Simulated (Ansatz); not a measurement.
Ge25H12 (slab)

```xyz
37
Lattice="8.1476 0.0000 0.0000 0.0000 8.1476 0.0000 0.0000 0.0000 29.3968" Properties=species:S:1:pos:R:3 pbc="T T T"
Ge    0.0000    0.6346   15.3663
Ge    0.0000    3.0752   14.5147
Ge    4.0738    1.0157   14.4888
Ge    4.0738    3.4394   15.3513
Ge    1.9000    0.0914   13.7207
Ge    2.1722    3.9855   13.7130
Ge    6.2476    0.0914   13.7207
Ge    5.9753    3.9855   13.7130
Ge    2.0362    2.0385   12.1083
Ge    2.0369    6.1141   12.3561
Ge    6.1113    2.0385   12.1083
Ge    6.1107    6.1141   12.3561
Ge    0.0000    2.0019   10.6993
Ge    0.0000    6.0809   10.8777
Ge    4.0738    2.0706   10.7013
Ge    4.0738    6.1424   10.8774
Ge    0.0000    8.0860    9.3561
Ge    0.0000    4.0824    9.3576
Ge    4.0738    8.1393    9.3570
Ge    4.0738    4.1350    9.3576
Ge    2.0369    0.0000    7.9604
Ge    2.0369    4.0738    7.9604
Ge    6.1107    0.0000    7.9604
Ge    6.1107    4.0738    7.9604
H     2.0369    1.2293    7.0000
H     2.0369    6.9183    7.0000
H     2.0369    5.3031    7.0000
H     2.0369    2.8445    7.0000
H     6.1107    1.2293    7.0000
H     6.1107    6.9183    7.0000
H     6.1107    5.3031    7.0000
H     6.1107    2.8445    7.0000
Ge    0.0000    3.9280   18.1990
H     0.0000    5.1904   19.0735
H     1.2540    3.9246   17.3047
H     6.8936    3.9246   17.3047
H     0.0000    2.6688   19.0753
```

Not relaxed (largest force 0.4 eV/Å).

Theory: DFT PBE, scalar-relativistic, plane waves, PAW (Ansatz).

What can the converged valence pseudo-density and electron localisation function tell about the bonding?

Answer. Ge–H (1.54 Å): ρ at the midpoint is about 1.1 e/Å³; the ELF climbs to about 1 towards the hydrogen.
Ge–Ge (2.47 Å): the density is about 0.5 e/Å³ at the midpoint; the ELF peaks at about 0.80 between the atoms; localised, covalent bonding.

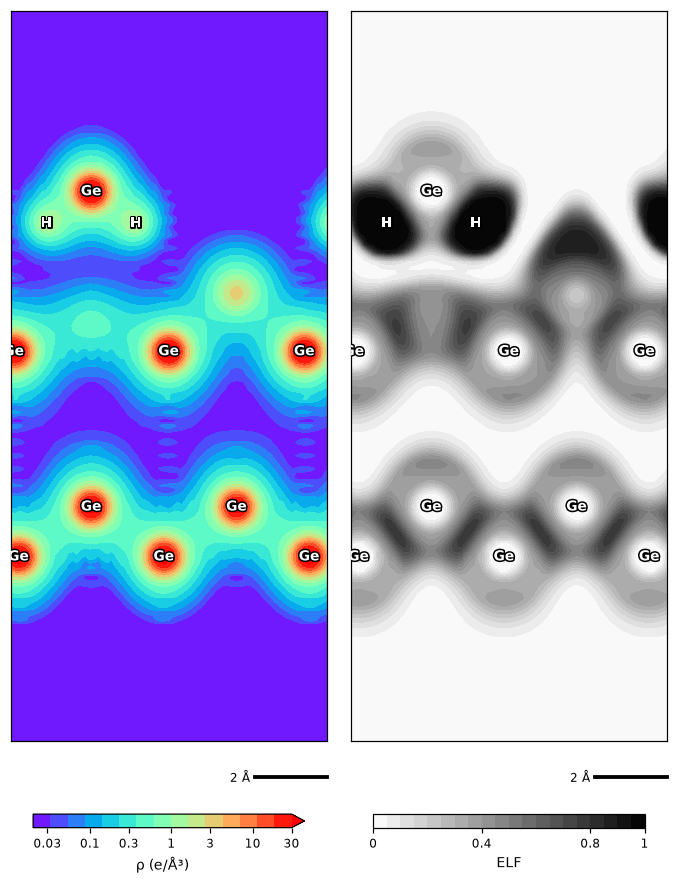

Computed valence pseudo-density and electron localisation function on the (010) plane of the calculation cell, a cut from vacuum to vacuum, in this order. Atoms just off the plane (Ge, 0.5 Å away) can leave unmarked features too.

In a PAW calculation such maps are meaningful between the atoms, not at the nuclei.
